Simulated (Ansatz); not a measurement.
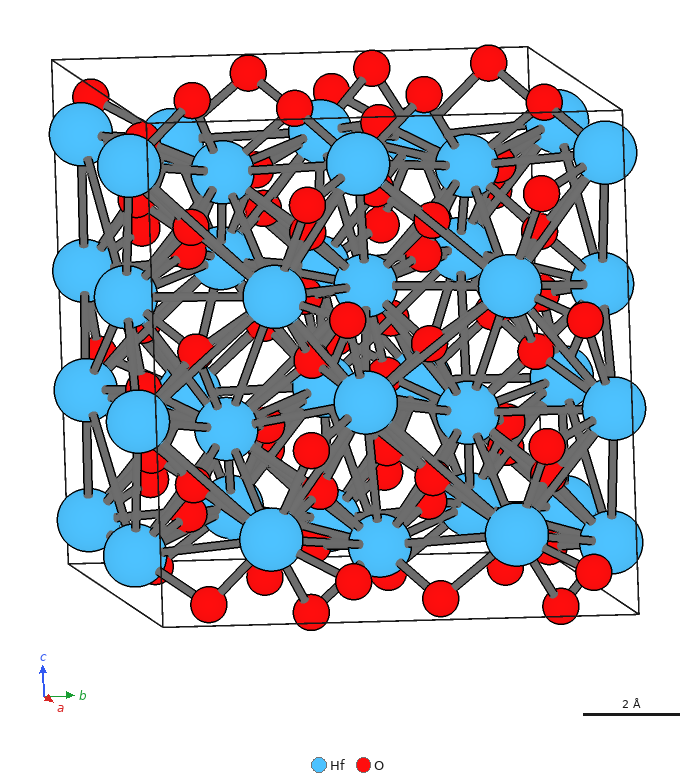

*The structure as given in the input (ball-and-stick view of the cell of the calculation, seen slightly off an axis).*

## Run report: Hf32O64, single-point calculation (part 1 of 2)

- system: Hf32O64 (P1, 96 atoms in the cell)
- method: DFT, PBEsol, PAW, plane waves (Ansatz 0.2.0)

The structure was built on a prototype by a generator.

**What the program printed**
```
Pseudopotentials: kind: paw
Functional definition: PBEsol
  exchange = pbesol_x
  correlation = pbesol_c
Crystal: 96 atoms, lattice volume = 1053.279 Å³
Basis set: ecut = 420 eV, 20577 PW (Γ), exchange–correlation on 144×144×144 points (8 copies of the dense FFT grid, shifted against one another)
Bands: 730, of which v1, the nominal top of the filled ones, is band 608 counted from 1 (607 counted from 0)
Symmetry: 1 space group operations
Space group: P1 (ITA 1), of the structure as read, at distance tolerance 1.0e-4 Å
k-points: 1
Non-local potential: Hf, projectors of the file, l = 0: 3, l = 1: 2, l = 2: 2, l = 3: 3
Non-local potential: O, projectors of the file, l = 0: 2, l = 1: 2, l = 2: 1
PAW form: soft (Blöchl's): semilocal exchange-correlation on the pseudo side does not see the compensation charge
PAW frozen core: Hf, regenerated for the run's functional, and the local potential with it (the file was generated under x = pbe(κ = 0.804, μ = 0.2195149727645171), c = pbe(β = 0.06672455060314922))
PAW frozen core: O, regenerated for the run's functional, and the local potential with it (the file was generated under x = pbe(κ = 0.804, μ = 0.2195149727645171), c = pbe(β = 0.06672455060314922))
PAW one-centre angular grid: Hf, 590 points (default); XC on 64 Gauss nodes
PAW one-centre angular grid: O, 110 points (default); XC on 64 Gauss nodes
Initial density: superposition of atomic densities (neutral atoms: chi_scale 0, normalization atom), corrected by the library's trained network
Initial wavefunctions: pseudopotential atomic-orbital guess
Functional: x = pbesol(κ = 0.804, μ = 0.12345679012345678), c = pbesol(β = 0.046)
SCF iter   1: F=—  HF=-535189.040539 eV  |F-HF|=—  |Δ(HF+E_count)|=         —  Δρ=1.88e-2  dr2=3.09e0  ethr=1.77e-3  ⟨swp⟩=6.0  Hψ=2200  notcnv=0  defer=108
preconditioner: auto → Resta (q_TF=auto, 2.794 Å⁻¹)  ε∞=5.6  [insulator: Δε(μ)=2.737 eV  Ē_g=18.057 eV  σ=0.010 eV  W_gap=1.00  n_scr=398 (ndim 8)  ℏωp=38.8 eV  f_vac=0.071  D(μ)=0.00/eV (n_scr^D=0)  ε∞_Penn≈5.6]
SCF iter   2: F=—  HF=-535188.274233 eV  |F-HF|=—  |Δ(HF+E_count)|=   7.66e-1  Δρ=3.36e-3  dr2=8.06e-2  ethr=2.54e-4  ⟨swp⟩=2.0  Hψ=1282  notcnv=0  defer=117
SCF iter   3: F=—  HF=-535188.272211 eV  |F-HF|=—  |Δ(HF+E_count)|=   2.02e-3  Δρ=1.74e-3  dr2=2.91e-2  ethr=6.63e-6  ⟨swp⟩=3.0  Hψ=1048  notcnv=0  defer=117
SCF iter   4: F=—  HF=-535188.275616 eV  |F-HF|=—  |Δ(HF+E_count)|=   3.40e-3  Δρ=1.01e-3  dr2=9.55e-3  ethr=2.39e-6  ⟨swp⟩=2.0  Hψ=1220  notcnv=0  defer=117
SCF iter   5: F=—  HF=-535188.271886 eV  |F-HF|=—  |Δ(HF+E_count)|=   3.73e-3  Δρ=3.04e-4  dr2=1.07e-3  ethr=7.86e-7  ⟨swp⟩=2.0  Hψ=1226  notcnv=0  defer=117
SCF iter   6: F=—  HF=-535188.271761 eV  |F-HF|=—  |Δ(HF+E_count)|=   1.25e-4  Δρ=1.20e-4  dr2=1.74e-4  ethr=8.76e-8  ⟨swp⟩=2.0  Hψ=1093  notcnv=0  defer=117
SCF iter   7: F=—  HF=-535188.271814 eV  |F-HF|=—  |Δ(HF+E_count)|=   5.34e-5  Δρ=3.22e-5  dr2=1.26e-5  ethr=1.43e-8  ⟨swp⟩=2.0  Hψ=1219  notcnv=0  defer=117
SCF iter   8: F=—  HF=-535188.273851 eV  |F-HF|=—  |Δ(HF+E_count)|=   2.04e-3  Δρ=1.50e-5  dr2=2.33e-6  ethr=1.04e-9  ⟨swp⟩=2.0  Hψ=1338  notcnv=0  defer=117
SCF iter   9: F=—  HF=-535188.273851 eV  |F-HF|=—  |Δ(HF+E_count)|=   3.04e-7  Δρ=9.16e-6  dr2=7.59e-7  ethr=1.91e-10  ⟨swp⟩=2.0  Hψ=1219  notcnv=0  defer=117
SCF iter  10: F=-535188.273851 eV  HF=-535188.273851 eV  |F-HF|=6.98e-9  |Δ(HF+E_count)|=   1.40e-7  Δρ=2.29e-6  dr2=7.06e-8  ethr=8.22e-12  ⟨swp⟩=10.0  Hψ=3830  notcnv=0
SCF 1 converged in 10 iterations: F = -535188.273851 eV  dr2 = 7.06e-8
  greatest PAW one-centre occupation: 0.999 electrons in one spin orbital (limit 2), on the Hf atom at site 24 (counted from 0), in its partial waves of l = 3
```

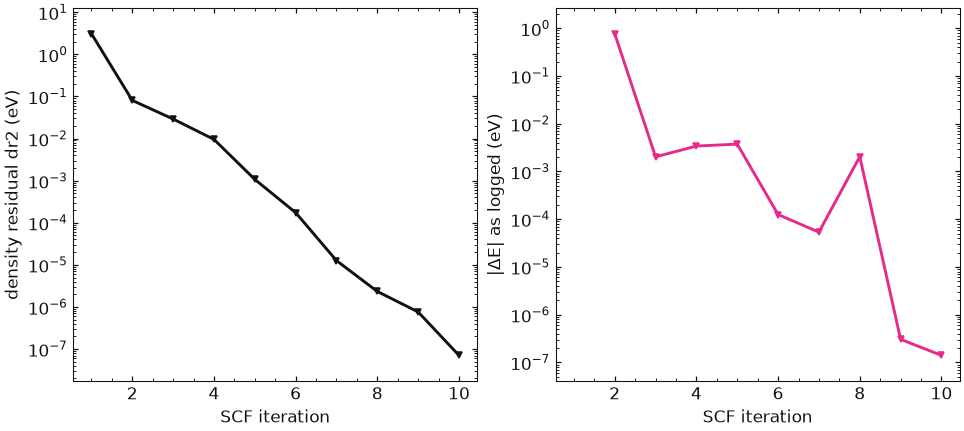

*Convergence of the self-consistent field: density residual dr2 and size of the energy change against the SCF iteration.*

The residual falls at every step.

```
NSCF: frozen V_eff on 1 k-points
SCF converged after 10 iterations
Free energy (F): -535188.273851 eV
Harris-Foulkes:  -535188.273851 eV  (|F-HF|=6.98e-9)
Internal energy: -535188.273851 eV  (E = F + TS)
E sigma→0 (E₀):  -535188.273851 eV
Fermi energy:    16.864112 eV
--- Per-component energies (eV) ---
  E_band       = 1230.846873
  E_kinetic    = 24897.475469
  E_local      = -193971.473137  (includes V_loc(G=0)·N_el)
  E_nonlocal   = -36457.831957
  E_hartree    = 89122.675264
  E_xc         = -14244.352430
  E_vxc        = -14569.357104  (∫ρ·V_xc dr)
  E_paw        = -227634.512107  (= ΣΔE_a)
  E_vpaw       = 43086.491349  (= ΣTr[D̂ρ^β])
  E_aug_tail   = 0.159654  (compensation charges beyond the density's cutoff)
  E_ewald      = -176942.707964
  E_core_change = 42.293357  (= ΣΔE_core)
  E_smearing   = -0.000000  (= −TS)
  E_closure    = -0.000000  (closes the sum)
  Σ components = -535188.273851   (vs F -535188.273851, Δ=0.00e0)
--- Forces (eV/Å), atoms counted from 1 ---
  atom   1  Hf     4.02838493    -0.15227659     3.20662585
  atom   2  Hf     0.21384376    -2.64672581     0.77494344
  atom   3  Hf     0.76134046    -2.87698107     2.62589714
  atom   4  Hf     6.66354754     1.70058690     8.72655791
  atom   5  Hf    -0.26662156    -0.08689919    -0.21172996
  atom   6  Hf     4.18506453     2.27470264     1.03109369
  atom   7  Hf     4.92050499    -3.31450562    -0.45018833
  atom   8  Hf    -0.18985411     2.81184843    -2.81221176
  atom   9  Hf    -3.78781500     1.85904550    -3.80173513
  atom  10  Hf     2.21650314     1.53845771    -0.00744419
  atom  11  Hf    -0.69704288    -2.27051894     0.97660314
  atom  12  Hf    -0.61884865    -1.06913947    -2.22683952
  atom  13  Hf    -1.75045687     6.50665000    -2.37871796
  atom  14  Hf    -1.91605453    -5.22149526     5.67659525
  atom  15  Hf    -1.93179871    -4.62410733    -0.13070563
  atom  16  Hf     0.52305762    -2.85640258     1.28734687
  atom  17  Hf    -2.13711449     3.38375638     2.61727468
  atom  18  Hf    -1.93975479    -3.55738256     0.80637499
  atom  19  Hf    -1.35809182    -0.51596193    -1.05848780
  atom  20  Hf    -0.58412930    -0.19086452     0.47244686
  atom  21  Hf     0.02559127     3.70631518    -5.99624317
  atom  22  Hf     2.39184654     2.37186636     3.00852682
  atom  23  Hf     1.37043205    -3.70266895     2.44292508
  atom  24  Hf    -3.50371096    -1.32661463    -3.45469451
  atom  25  Hf     1.77125191    -0.51711870    -0.09798752
  atom  26  Hf    -2.05978832     4.01329018     1.03559767
  atom  27  Hf     2.67859416    -0.47437842    -1.04865036
  atom  28  Hf    -5.62168705     0.46270402     2.42141799
  atom  29  Hf    -2.35659692     2.61083323     0.47589957
  atom  30  Hf     2.89683604     1.34536811     1.69560729
  atom  31  Hf     0.00122310    -2.28369569    -1.59194822
  atom  32  Hf     5.10366861    -3.10130990     1.66610960
  atom  33  O      2.97835651    -1.63361159     1.36650132
  atom  34  O     -0.90167456     0.75499636     0.07975010
  atom  35  O     -1.35247873     2.02216037     1.81905152
  atom  36  O      0.63537016     0.00927344     1.48049223
  atom  37  O      3.54155235    -0.53998668     1.73728831
  atom  38  O     -0.18780504    -1.24871929    -3.19442280
  atom  39  O     -3.88908180     5.12216530     1.86033793
  atom  40  O     -2.07836608     2.36576599     1.50024468
  atom  41  O     -0.68687994    -0.59440121    -0.96958264
  atom  42  O     -3.41121880    -2.90633548     0.33911344
  atom  43  O      1.80040764    -0.14614378     0.71242922
  atom  44  O     -3.34854966    -2.70823743     0.38372862
  atom  45  O      0.64574338     0.05257249     0.39233863
  atom  46  O     -0.99596427     0.74358675    -2.00778711
  atom  47  O      1.54755526     1.91634947     0.03789832
  atom  48  O      0.66945135     2.22012518    -1.50984018
  atom  49  O      5.54191297    -3.89847074     1.40411052
  atom  50  O     -2.33308302     1.15162276    -0.54384362
  atom  51  O      0.99791343    -0.93245335     0.20878643
  atom  52  O     -1.99327299     1.12159868    -0.54508974
  atom  53  O     -1.04263495    -0.24072420     0.57478871
  atom  54  O      0.22966498    -1.31724604    -0.65652372
  atom  55  O     -0.11892802     0.99070340     0.71408340
  atom  56  O      1.84776995    -0.46082429    -0.00267679
  atom  57  O     -0.79552895     1.10310872    -1.87674984
  atom  58  O      1.70938887     2.38765983    -2.15889795
  atom  59  O     -2.83223805     2.73863603    -8.96875112
  atom  60  O     -2.21488398     1.51904383    -3.98322201
  atom  61  O      1.81192429     2.15487333    -0.02062896
  atom  62  O     -1.43935867    -1.87457126     1.81032303
  atom  63  O      2.64709586     2.39791885    -0.61777930
  atom  64  O      1.42686359     2.69262639    -2.62879844
  atom  65  O     -2.36340878    -0.40794884    -0.95287697
  atom  66  O      0.80312591    -2.95117381     2.87861243
  atom  67  O     -0.61397326    -0.64689992     1.26491132
  atom  68  O     -0.20659980     1.67911704    -0.32398905
  atom  69  O      0.68387120    -4.06940032     3.36715221
  atom  70  O      0.30355290    -1.94695358    -0.03179786
  atom  71  O     -1.10454487     1.77993068    -0.98939859
  atom  72  O     -3.71254673     3.38738041     1.36294511
  atom  73  O     -0.02890345    -0.67977868    -3.49517571
  atom  74  O     -0.79820565     2.78181126     0.63441983
  atom  75  O      1.54184452     2.69702879     0.53633525
  atom  76  O     -0.93957429    -0.87332194    -0.05087233
  atom  77  O     -0.05630502    -2.56695284    -0.49715264
  atom  78  O     -0.80057869    -0.10359714    -2.27656757
  atom  79  O      0.39899305     1.60327321    -0.77898366
  atom  80  O      0.26611635     0.02265772    -0.74897159
  atom  81  O     -2.53837453    -1.24881586     2.52487112
  atom  82  O      0.97643999     0.74361128     0.45681233
  atom  83  O     -0.81212653     0.49845068     0.54010575
  atom  84  O      2.70303113     0.14933487    -2.18565280
  atom  85  O     -0.72172501     0.01856259     0.98045801
  atom  86  O      0.72141389    -0.99316803    -0.22908525
  atom  87  O      0.34792080     0.33118873     2.73793843
  atom  88  O      1.34932372    -2.51463620     0.76260515
  atom  89  O     -0.18219288    -2.45564577    -1.94568460
  atom  90  O      0.74896309    -1.25044294    -1.26867377
  atom  91  O     -0.71732171     1.12764516    -1.96138665
  atom  92  O     -1.36744735    -0.38665538    -1.83717608
  atom  93  O      0.32599888    -3.79787771     0.21995826
  atom  94  O     -1.45713265     0.50152459    -0.72338271
  atom  95  O      0.56306636     2.76065390    -0.13869291
  atom  96  O     -0.75408191    -1.94835893    -0.24855149
  max |Σ_I F_I| component: 3.35e-5 eV/Å
--- Stress (GPa, compression-positive) ---
       21.593230      -0.387421       1.932083
       -0.387421      19.208325      -0.045210
        1.932083      -0.045210      14.134521
  P = ⅓ Tr σ = 18.3120 GPa (183.120 kbar)
--- Band table (eV) ---
```
